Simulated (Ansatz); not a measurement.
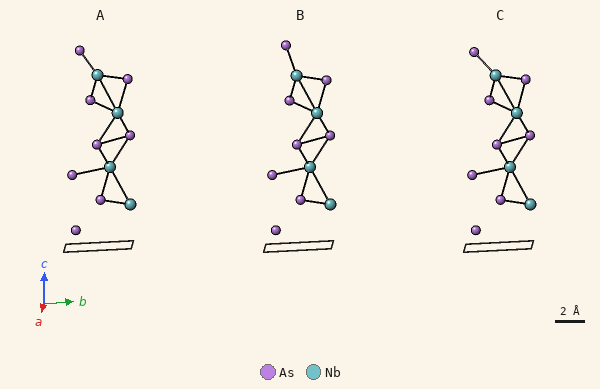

3 geometries from one constrained relaxation of a slab of composition NbAs$_{2}$ (cut from the C2/m phase), in shuffled order. Style: ball-and-stick. Shown: the cell of the calculation, outlined in the plane, without the vacuum, from a free direction.

Case: clean slab, lower half held. The slab is the (0 0 1) face of NbAs2. 6 atoms are held fixed.

Computed with Ansatz, DFT PBEsol, scalar-relativistic, plane waves, PAW. (plane-wave cutoff 420 eV; k-point mesh 9 × 6 × 1; occupations gaussian; smearing width 0.1 eV; no spin polarisation; dipole correction; atoms relaxed in a fixed cell; force threshold 0.03 eV/Å; at most 70 steps)

Q: Put them in the order of the run, from the start to the converged end.

A: B, A, C. They are steps 0, 3, 8, at +0.396 eV per cell of the calculation, +0.113 eV per cell of the calculation relative to the last. The largest move is that of an As atom, 0.96 Å at 60° to the normal (−c side). Largest moves by element: As 0.96 Å, Nb 0.07 Å. The cell stays as it was. Among the contacts that change: As–Nb 4.266 → 3.361 Å, As–As 3.492 → 2.759 Å, Nb–Nb 3.014 → 3.053 Å, As–Nb 2.648 → 2.686 Å. New bonds form, among them: As–Nb (4.27 → 3.36 Å). The energy falls by 0.396 eV per cell of the calculation in 8 geometry steps. Largest force component: 0.62 eV/Å at the start, 0.01 eV/Å at the end. Cost: 7.1 min on 4 threads of Arm Neoverse V2, with other jobs on the host, peak memory 2 GiB.
